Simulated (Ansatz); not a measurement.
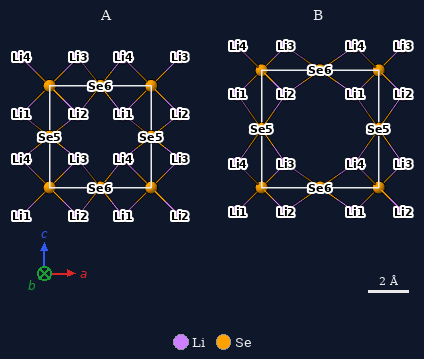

Two geometries of crystalline Li4Se3 (a generated structure, set up in P-43m) (coarse preliminary run), drawn at one scale. One is the start of a relaxation, the other its converged end. A ball-and-stick model of the cell of the calculation, seen along the b axis.

Level of theory: DFT PBE, scalar-relativistic, plane waves, PAW in Ansatz 0.2.0. Set-up: plane-wave cutoff 420 eV; k-point mesh 4 × 4 × 4; occupations gaussian; smearing width 0.1 eV; no spin polarisation; cell and atoms relaxed; force threshold 0.04 eV/Å; at most 70 steps.

Question: Which geometry has the lower energy?

Answer: Structure B is the relaxed one. After 4 accepted moves (5 points after the start) the energy has fallen by 159 meV per atom. The largest force component goes from 0.0033 to 0.004 eV/Å. The pressure goes from 6.59 to 0.31 GPa. At 1 point the geometry stayed and the basis and grid were re-selected for the new cell (energy shift of 4.8 meV per atom at most each time). The largest moves relative to the cell, 0.77 Å, are those of Li atoms. Se stays in place. The drawn cell changes as follows: a = b = c 5.168 → 5.957 Å (+15.3 %); the volume changes by +53.1 %. Some distances before and after: Li–Se 2.339 → 2.464 Å. Bond angles that change, for instance: Li–Se–Li 121.6° → 89.1°, Li–Se–Li 103.8° → 120.5°, Se–Li–Se 102.8° → 117.5°. The space group stays P-43m (No. 215).
